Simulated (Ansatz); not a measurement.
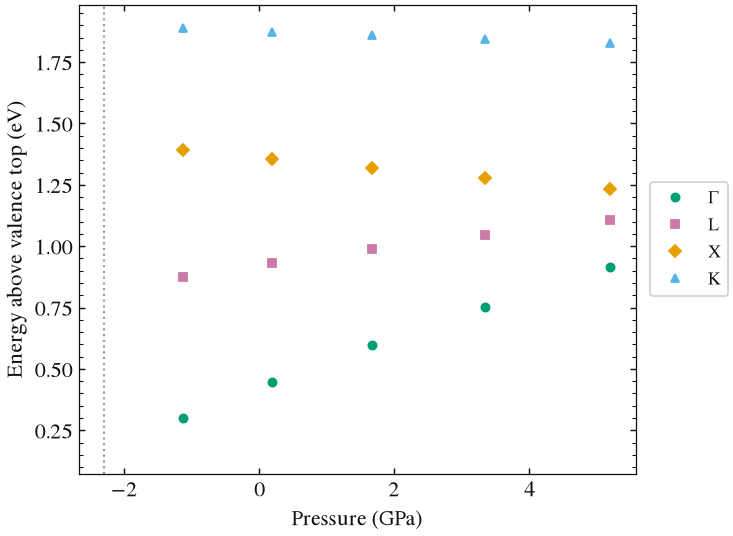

Lowest conduction level at each named k point, counted from the valence-band top at Γ. One run is left out (dotted line).

System: zincblende GaAs, space group F-43m, 2 atoms in the primitive cell. The cell is scaled uniformly. Ansatz; PBEsol, all-electron LAPW, no spin polarisation, no spin-orbit coupling, 8×8×8 k mesh.

| pressure | Γ (eV) | L (eV) | X (eV) | K (eV) | volume (Å³/atom) |
| --- | --- | --- | --- | --- | --- |
| −1.1 GPa | 0.30 | 0.88 | 1.39 | 1.89 | 23.04 |
| 0.2 GPa | 0.45 | 0.93 | 1.35 | 1.87 | 22.59 |
| 1.7 GPa | 0.60 | 0.99 | 1.32 | 1.86 | 22.14 |
| 3.3 GPa | 0.75 | 1.04 | 1.28 | 1.84 | 21.69 |
| 5.2 GPa | 0.92 | 1.11 | 1.23 | 1.83 | 21.23 |

**Fill in the row for −2.3 GPa.**

Fits through the other points give 0.17 eV at Γ (a parabola), 0.84 eV at L (a straight line), 1.42 eV at X (a straight line) and 1.90 eV at K (a straight line). The run itself gives 0.16, 0.82, 1.43 and 1.90 eV, within 0.02 eV of the estimates.

Spin-orbit coupling is left out, which matters for As. LDA, GGA and most meta-GGA functionals understate gaps.
